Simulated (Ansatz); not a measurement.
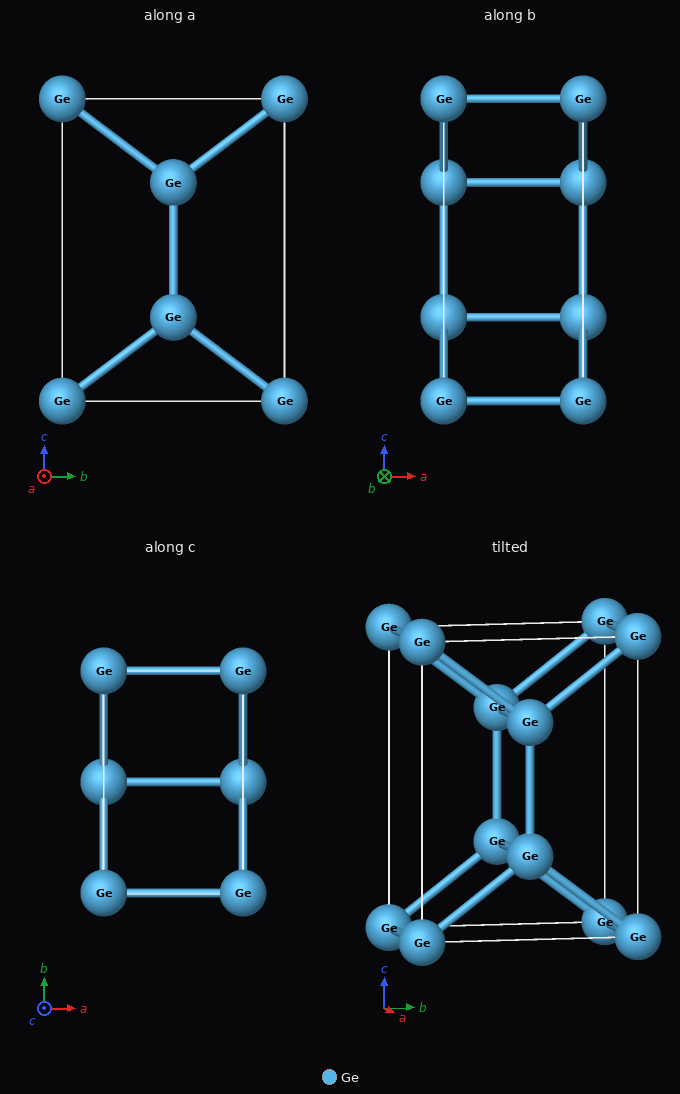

Structure drawing (ball-and-stick), viewed along the a axis, along the b axis, along the c axis and slightly off an axis. Thin lines show the conventional unit cell, with boundary atoms drawn in all their periodic places.

Lattice parameters: a = 2.685 Å, b = 4.284 Å, c = 5.827 Å, α = 90.00°, β = 90.00°, γ = 90.00°.

Set out the cell and atoms as a table of Wyckoff sites, with free fractional coordinates to two decimals.

Answer. Space group Pmmm (No. 47).
| atom | site | x | y | z |
| --- | --- | --- | --- | --- |
| Ge | 2r | 0.00 | 0.50 | 0.28 |
| Ge | 1a | 0.00 | 0.00 | 0.00 |

The starting point was a structure type filled with this element by a generator (whether the element takes this form wasn't checked). The structure drawn was relaxed with DFT PBE, scalar-relativistic, plane waves, PAW (Ansatz 0.2.0).
